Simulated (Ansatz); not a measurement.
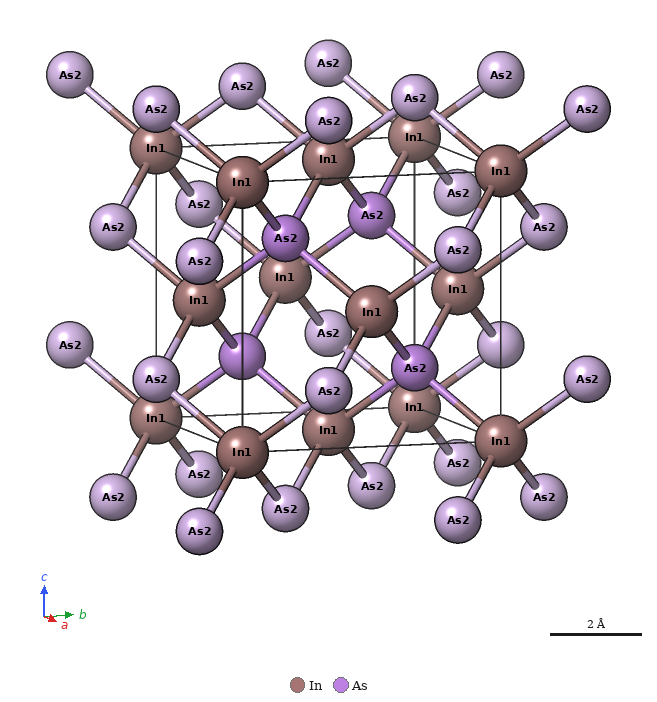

The structure (ball-and-stick view of the cell 4 times as large as that of the calculation, set on its symmetry axes, seen slightly off an axis; neighbours outside the cell are drawn fainter; atoms are numbered from 1 in the order of the input). An atom can appear more than once, as a periodic image. Near neighbours in the periodic cell (some may lie outside the picture): In has 4 As at 2.62 Å; As has 4 In at 2.62 Å.

## Two runs on InAs

System: InAs (2 atoms in the cell).
Method of run 1: DFT LDA, scalar-relativistic, plane waves, PAW, no spin polarisation (Ansatz 0.2.0).

The structure derives from an entry of the Crystallography Open Database. Text and figures count atoms from 1; the logs count them from 0 in places.

The input, run 1:
```yaml
crystal:
  lattice:
    - [0.0, 3.0240000793, 3.0240000793]
    - [3.0240000793, 0.0, 3.0240000793]
    - [3.0240000793, 3.0240000793, 0.0]
  atoms:
    - { symbol: In, position: [0.0, 0.0, 0.0] }
    - { symbol: As, position: [0.75, 0.75, 0.75] }
basis:
  ecutwfc: 420
  ecutrho_ratio: 4
kpoints:
  mp_grid: { grid: [6, 6, 6] }
hamiltonian:
  xc: lda
scf:
  occupations: { method: gaussian, width: 0.05 }
output:
  forces: true
  stress: true
  eigenvalues: true
```

Command:
```bash
ansatz run input.yaml --threads 4 --pin off --max-ram 8192MiB --backend cpu --events-out ev --progress --plain --runs-dir out
```

Hardware: 4 threads of Arm Neoverse V1, 24 GiB of memory available, shared host.

Output, shortened to warnings, some set-up lines, iterations and results (run 1):
```
Basis set: ecut = 420 eV, 1067 PW (Γ)
Symmetry: 24 space group operations
k-points: 16 of 216 (time reversal used)
Initial density: superposition of atomic densities (neutral atoms: chi_scale 0, normalization atom), corrected by the library's trained network
[...]
SCF iter   1: F=—  HF=-10231.231716 eV  |F-HF|=—  |Δ(HF+E_count)|=         —  Δρ=6.92e-3  dr2=2.03e-2  ethr=1.77e-3  ⟨swp⟩=6.0  Hψ=1446  notcnv=0
SCF iter   2: F=—  HF=-10231.224545 eV  |F-HF|=—  |Δ(HF+E_count)|=   7.17e-3  Δρ=2.27e-3  dr2=1.31e-3  ethr=7.25e-5  ⟨swp⟩=2.7  Hψ=619  notcnv=0
SCF iter   3: F=—  HF=-10231.224369 eV  |F-HF|=—  |Δ(HF+E_count)|=   1.75e-4  Δρ=7.15e-4  dr2=1.70e-4  ethr=4.68e-6  ⟨swp⟩=2.0  Hψ=513  notcnv=0
SCF iter   4: F=—  HF=-10231.224347 eV  |F-HF|=—  |Δ(HF+E_count)|=   2.23e-5  Δρ=2.07e-4  dr2=1.86e-5  ethr=6.09e-7  ⟨swp⟩=2.0  Hψ=513  notcnv=0
SCF iter   5: F=—  HF=-10231.224339 eV  |F-HF|=—  |Δ(HF+E_count)|=   8.09e-6  Δρ=2.11e-5  dr2=1.89e-7  ethr=6.66e-8  ⟨swp⟩=2.0  Hψ=433  notcnv=0
SCF iter   6: F=-10231.224339 eV  HF=-10231.224339 eV  |F-HF|=1.87e-9  |Δ(HF+E_count)|=   5.35e-8  Δρ=4.66e-6  dr2=1.25e-8  ethr=3.57e-10  ⟨swp⟩=5.0  Hψ=1232  notcnv=0
SCF 1 converged in 6 iterations: F = -10231.224339 eV  dr2 = 1.25e-8
SCF converged after 6 iterations
Free energy (F): -10231.224339 eV
Harris-Foulkes:  -10231.224339 eV  (|F-HF|=1.87e-9)
Internal energy: -10231.223982 eV  (E = F + TS)
E sigma→0 (E₀):  -10231.224161 eV
Entropy (-TS):   -0.000357 eV (-0.179 meV/atom)
Fermi energy:    7.550011 eV
--- Per-component energies (eV) ---
  E_band       = -322.149769
  E_kinetic    = 348.240835
  E_local      = -3286.418933  (includes V_loc(G=0)·N_el)
  E_nonlocal   = -295.001689
  E_hartree    = 1584.604823
  E_xc         = -292.435631
  E_vxc        = -180.646098  (∫ρ·V_xc dr)
  E_paw        = -5769.789311  (= ΣΔE_a)
  E_vpaw       = -77.536930  (= ΣTr[D̂ρ^β])
  E_aug_tail   = 0.000035  (compensation charges beyond the density's cutoff)
  E_ewald      = -2522.783877
  E_core_change = 2.359766  (= ΣΔE_core)
  E_smearing   = -0.000357  (= −TS)
  E_closure    = 0.000000  (closes the sum)
  Σ components = -10231.224339   (vs F -10231.224339, Δ=0.00e0)
--- Forces (eV/Å), atoms counted from 1 ---
  atom   1  In    -0.00000000    -0.00000000     0.00000000
  atom   2  As     0.00000000    -0.00000000     0.00000000
  max |Σ_I F_I| component: 2.29e-16 eV/Å
--- Stress (GPa, compression-positive) ---
       -0.570506       0.000000       0.000000
        0.000000      -0.570506       0.000000
       -0.000000       0.000000      -0.570506
  P = ⅓ Tr σ = -0.5705 GPa (-5.705 kbar)
```

The input of run 2 differs as follows (lines with − go, lines with + come):
```diff
-    - [0.0, 3.0240000793, 3.0240000793]
-    - [3.0240000793, 0.0, 3.0240000793]
-    - [3.0240000793, 3.0240000793, 0.0]
+    - [0.0, 3.0341823144, 3.0341823144]
+    - [3.0341823144, 0.0, 3.0341823144]
+    - [3.0341823144, 3.0341823144, 0.0]
```

How does run 2 compare with run 1?

With the same functional and potentials, run 2 lies 1.5 meV per atom higher. The pressure goes from −0.57 to −1.14 GPa. The volume per atom goes from 27.65 to 27.93 Å³. The cell is scaled evenly with the atoms at fixed fractional positions, so −ΔP/Δ ln V estimates the bulk modulus midway between the two volumes: about 56 GPa. The number of SCF iterations is the same.

Output, shortened to warnings, some set-up lines, iterations and results (run 2):
```
Basis set: ecut = 420 eV, 1067 PW (Γ)
Symmetry: 24 space group operations
k-points: 16 of 216 (time reversal used)
Initial density: superposition of atomic densities (neutral atoms: chi_scale 0, normalization atom), corrected by the library's trained network
[...]
SCF iter   1: F=—  HF=-10231.229231 eV  |F-HF|=—  |Δ(HF+E_count)|=         —  Δρ=6.77e-3  dr2=2.03e-2  ethr=1.77e-3  ⟨swp⟩=6.0  Hψ=1429  notcnv=0
SCF iter   2: F=—  HF=-10231.221594 eV  |F-HF|=—  |Δ(HF+E_count)|=   7.64e-3  Δρ=2.37e-3  dr2=1.46e-3  ethr=7.26e-5  ⟨swp⟩=3.0  Hψ=629  notcnv=0
SCF iter   3: F=—  HF=-10231.221381 eV  |F-HF|=—  |Δ(HF+E_count)|=   2.12e-4  Δρ=7.01e-4  dr2=2.05e-4  ethr=5.22e-6  ⟨swp⟩=2.9  Hψ=577  notcnv=0
SCF iter   4: F=—  HF=-10231.221340 eV  |F-HF|=—  |Δ(HF+E_count)|=   4.09e-5  Δρ=2.42e-4  dr2=1.94e-5  ethr=7.31e-7  ⟨swp⟩=2.5  Hψ=510  notcnv=0
SCF iter   5: F=—  HF=-10231.221339 eV  |F-HF|=—  |Δ(HF+E_count)|=   1.78e-6  Δρ=1.81e-5  dr2=1.52e-7  ethr=6.92e-8  ⟨swp⟩=3.0  Hψ=443  notcnv=0
SCF iter   6: F=-10231.221339 eV  HF=-10231.221339 eV  |F-HF|=9.09e-11  |Δ(HF+E_count)|=   1.38e-8  Δρ=4.10e-6  dr2=9.07e-9  ethr=3.57e-10  ⟨swp⟩=5.0  Hψ=1241  notcnv=0
SCF 1 converged in 6 iterations: F = -10231.221339 eV  dr2 = 9.07e-9
SCF converged after 6 iterations
Free energy (F): -10231.221339 eV
Harris-Foulkes:  -10231.221339 eV  (|F-HF|=9.09e-11)
Internal energy: -10231.220981 eV  (E = F + TS)
E sigma→0 (E₀):  -10231.221160 eV
Entropy (-TS):   -0.000357 eV (-0.179 meV/atom)
Fermi energy:    7.415878 eV
--- Per-component energies (eV) ---
  E_band       = -325.357089
  E_kinetic    = 347.940596
  E_local      = -3299.938581  (includes V_loc(G=0)·N_el)
  E_nonlocal   = -295.018304
  E_hartree    = 1589.809959
  E_xc         = -292.289549
  E_vxc        = -180.457687  (∫ρ·V_xc dr)
  E_paw        = -5769.767091  (= ΣΔE_a)
  E_vpaw       = -77.506158  (= ΣTr[D̂ρ^β])
  E_aug_tail   = 0.000035  (compensation charges beyond the density's cutoff)
  E_ewald      = -2514.317814
  E_core_change = 2.359766  (= ΣΔE_core)
  E_smearing   = -0.000357  (= −TS)
  E_closure    = 0.000000  (closes the sum)
  Σ components = -10231.221339   (vs F -10231.221339, Δ=0.00e0)
--- Forces (eV/Å), atoms counted from 1 ---
  atom   1  In    -0.00000000     0.00000000     0.00000000
  atom   2  As     0.00000000     0.00000000     0.00000000
  max |Σ_I F_I| component: 2.52e-16 eV/Å
--- Stress (GPa, compression-positive) ---
       -1.135494       0.000000       0.000000
        0.000000      -1.135494       0.000000
       -0.000000       0.000000      -1.135494
  P = ⅓ Tr σ = -1.1355 GPa (-11.355 kbar)
```

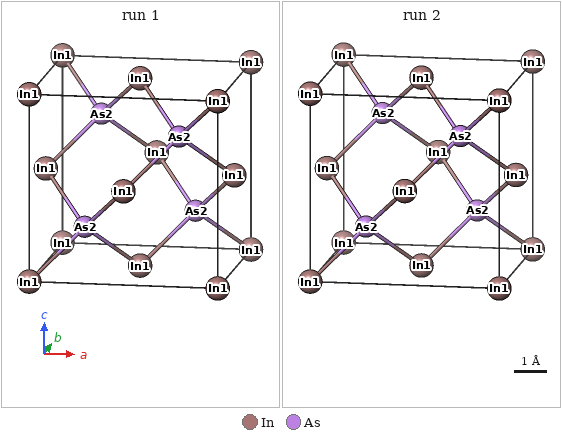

The two input geometries at one scale (ball-and-stick view of the cell 4 times as large as that of the calculation, set on its symmetry axes, seen slightly off an axis). The atoms keep their places relative to the cell (all moves are under 0.005 Å). Cell: a = b = c 6.048 → 6.068 Å (+0.3 %). Volume +1.0 %. Among the contacts that change: In1–As2 2.619 → 2.628 Å.

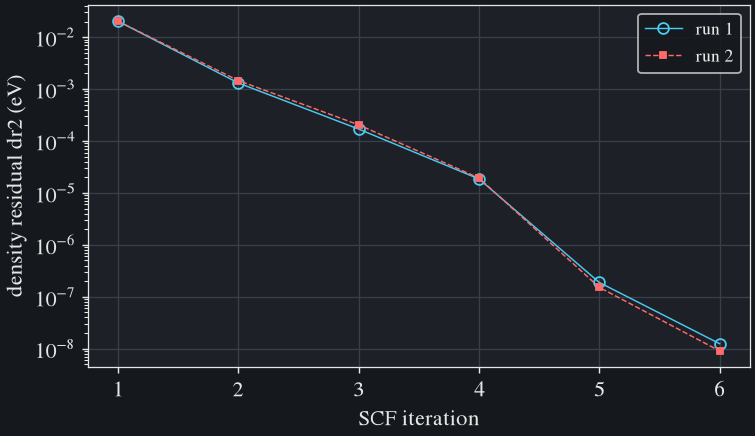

Convergence of the two runs: density residual dr2 against the SCF iteration. Run 1 takes 6 iterations in all, and run 2 takes 6.

The two runs side by side:

| quantity | run 1 | run 2 |
| --- | --- | --- |
| outcome | converged | converged |
| free energy per atom (eV) | −5115.6122 | −5115.6107 |
| gap on the mesh (eV) | 0.00 | 0.00 |
| pressure (GPa) | −0.57 | −1.14 |
| volume per atom (Å³) | 27.65 | 27.93 |
| largest force (eV/Å) | 0.000 | 0.000 |
| SCF iterations | 6 | 6 |
| irreducible k-points | 16 | 16 |
| plane waves at Γ | 1067 | 1067 |
| wall time (shared host) | 0.66 s | 0.66 s |
